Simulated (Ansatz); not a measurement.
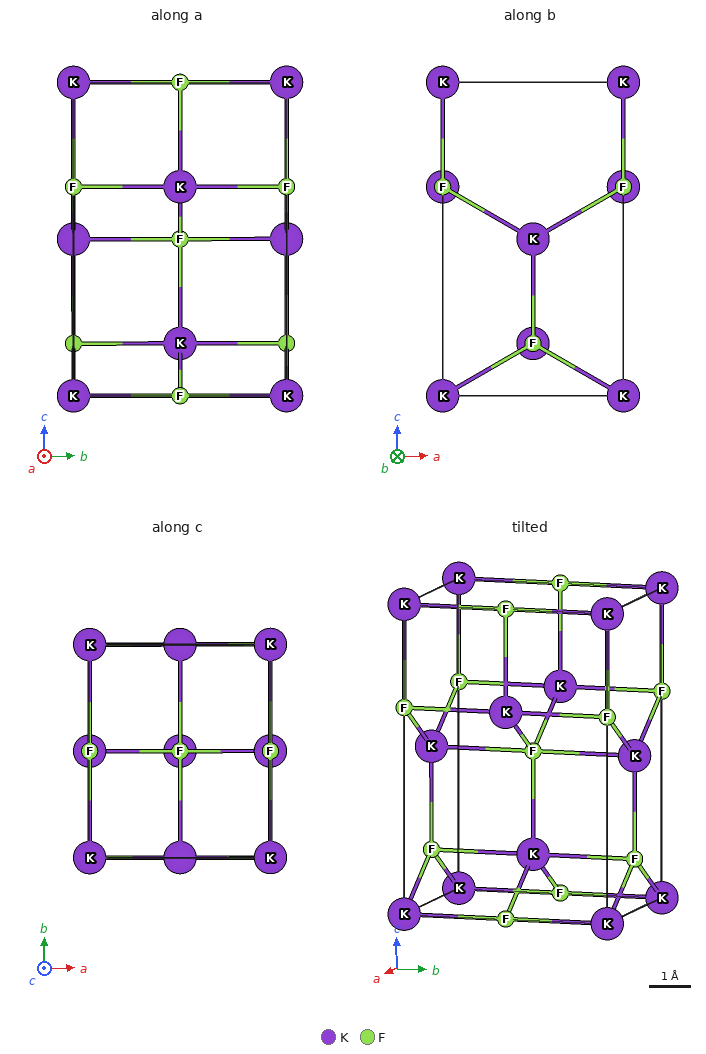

This ball-and-stick model is shown along the a axis, along the b axis, along the c axis and slightly off an axis. The frame is the unit cell; atoms at its boundary are shown with their periodic copies.

Lattice parameters: a = 4.4633 Å, b = 5.2607 Å, c = 7.7384 Å, α = 89.962°, β = 89.979°, γ = 89.960°.

Transcribe the picture into a CIF in P1 with every atom of the cell.

Answer.
```cif
data_structure
_symmetry_space_group_name_H-M 'P 1'
_symmetry_Int_Tables_number 1
_cell_length_a 4.4633
_cell_length_b 5.2607
_cell_length_c 7.7384
_cell_angle_alpha 89.962
_cell_angle_beta 89.979
_cell_angle_gamma 89.960
_cell_volume 181.70
loop_
_atom_site_label
_atom_site_type_symbol
_atom_site_fract_x
_atom_site_fract_y
_atom_site_fract_z
_atom_site_occupancy
K1 K 0.0000 0.0000 0.0000 1
K2 K 0.4999 0.5000 0.1669 1
F1 F 0.0000 0.5000 0.0000 1
F2 F 0.4999 0.0000 0.1668 1
K3 K 0.5000 0.0000 0.5000 1
K4 K 0.9999 0.5000 0.6669 1
F3 F 0.5000 0.5000 0.5000 1
F4 F 0.9999 0.0000 0.6668 1
```

The structure comes from a structure type filled with these elements by a generator (whether the compound takes this form wasn't checked). Relaxation method: DFT, PBEsol, plane waves, PAW in Ansatz.
